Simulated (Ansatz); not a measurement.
System: Ru.

```cif
data_structure
_symmetry_space_group_name_H-M 'P 1'
_symmetry_Int_Tables_number 1
_cell_length_a 2.7746
_cell_length_b 2.7748
_cell_length_c 4.3722
_cell_angle_alpha 89.989
_cell_angle_beta 90.021
_cell_angle_gamma 119.998
_cell_volume 29.15
loop_
_atom_site_label
_atom_site_type_symbol
_atom_site_fract_x
_atom_site_fract_y
_atom_site_fract_z
_atom_site_occupancy
Ru1 Ru 0.33311 0.66689 0.75000 1
Ru2 Ru 0.66622 0.33311 0.25000 1
```

Space group P6₃/mmc; set up as Ru, beta-Sn type; a generated structure, not necessarily the stable one; changed on purpose from its base cell (volume × 1.08); computed pressure about −22 GPa in this cell; the program warned that a starting moment wasn't kept; spin-polarised, but the moments vanished.

Computed with DFT, r2SCAN, plane waves (500 eV) with PAW, scalar-relativistic (Ansatz).

Question: Predict the valence pseudo-density and electron localisation function between the atoms.

Answer: Ru–Ru (2.77 Å): ρ is about 0.34 e/Å³ halfway; the ELF is about 0.30 at the midpoint: no shared electron pair shows on this line.

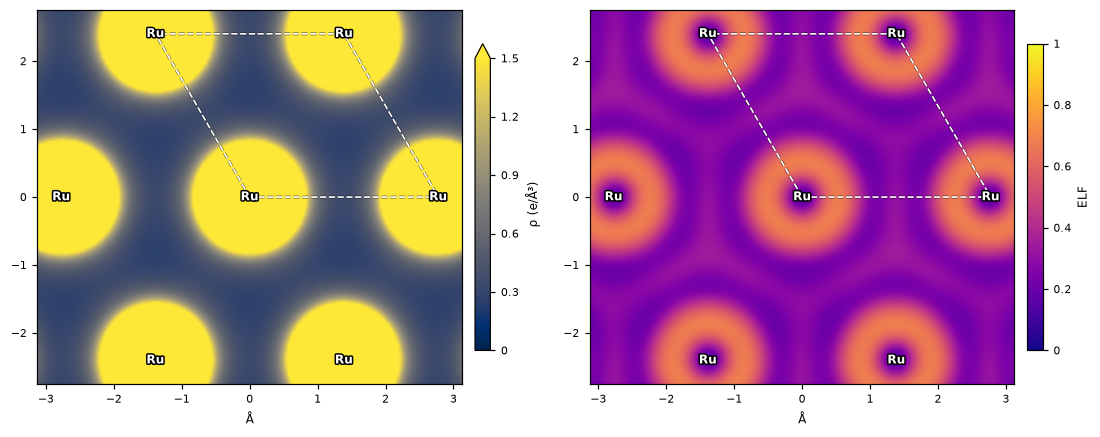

Computed valence pseudo-density and electron localisation function on the (001) plane of the conventional cell, in this order. 

In a PAW calculation such maps are meaningful between the atoms, not at the nuclei.
